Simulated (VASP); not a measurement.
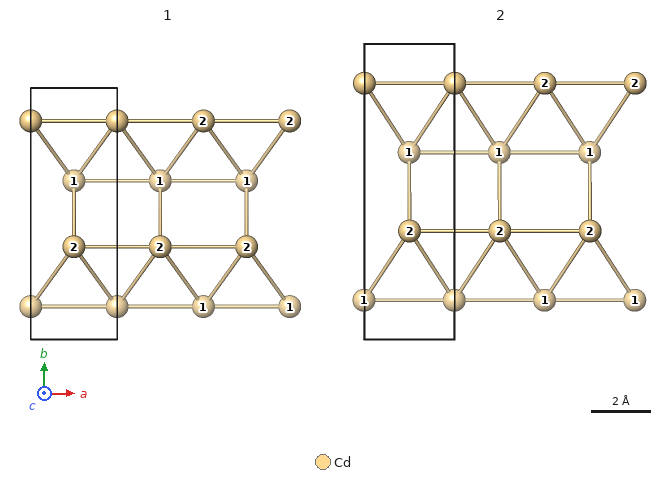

Two geometries of a crystal of Cd (a generated structure, set up in C2/c), drawn at one scale. One is the start of a relaxation, the other its converged end. A ball-and-stick model of the conventional cell (2 times the calculation's cell), repeated 3 × 1 × 1 with one cell outlined, seen along the c axis. Lengths and directions refer to the drawn axes.

These are results of Kohn-Sham DFT of a periodic cell, PBE, VASP PAW PBE potentials, recommended in VASP, not measurements. Set-up: plane-wave cutoff 600 eV; k-point mesh 6 × 6 × 6; occupations gaussian; smearing width 0.1 eV; no spin polarisation.

> Which one is relaxed?

Structure 2 is the relaxed one. The run lets cell and atoms move. The energy falls by 0.162 eV per cell of the calculation in 33 geometry steps. The largest force component goes from 0.33 to 0.028 eV/Å. The pressure goes from 5.37 to −0.07 GPa. The largest moves relative to the cell, 0.020 Å, are those of Cd1 and Cd2. Cd2 goes along −b. The drawn cell changes as follows: a 2.938 → 3.070 Å (+4.5 %), b 8.553 → 10.050 Å (+17.5 %), c 3.539 → 3.132 Å (−11.5 %), β 92.0° → 90.0°; the volume changes by +8.8 %. Some distances before and after: Cd1–Cd1 3.539 → 3.132 Å, Cd1–Cd2 2.855 → 3.098 Å, Cd1–Cd2 (another image) 3.041 → 3.217 Å, Cd1–Cd1 (another image) 2.938 → 3.070 Å. The space group (tolerance 0.01 Å) goes from C2/c (No. 15) to Cmcm (No. 63).
